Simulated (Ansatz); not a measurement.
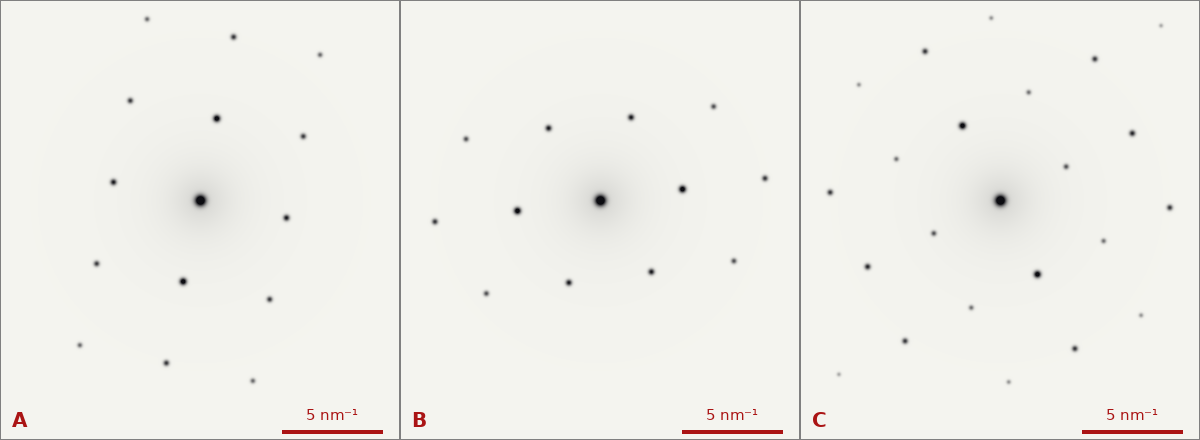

Computed electron diffraction patterns, 200 kV, single scattering only, B = 0.5 Å².

All three come from Ta, space group P6/mmm (No. 191), a = 4.81 Å, c = 2.70 Å (hexagonal axes). Structure: the geometry relaxed with DFT, PBEsol, plane waves (420 eV) with PAW, scalar-relativistic in Ansatz 0.2.0; the starting structure was generated, so it need not be a known form of this composition.

```json
{"atom": "Ta", "site": "1a", "symmetry": "6/mmm", "x": "0.0000", "y": "0.0000", "z": "0.0000"}
{"atom": "Ta", "site": "2d", "symmetry": "-6m2", "x": "0.3333", "y": "0.6667", "z": "0.5000"}
```

**Assign the zone axes [210], [211], [212] to A, B and C.**

A is [212]: rectangular net of -1 2 0 at d = 2.40 Å and -1 0 1 at d = 2.26 Å, at 90.0°. B is [211]: centred rectangular net of -1 2 0 at d = 2.40 Å and -1 1 1 at d = 2.26 Å, at 61.9°. C is [210]: rectangular net of 0 0 1 at d = 2.70 Å and 1 -2 0 at d = 2.40 Å, at 90.0°.
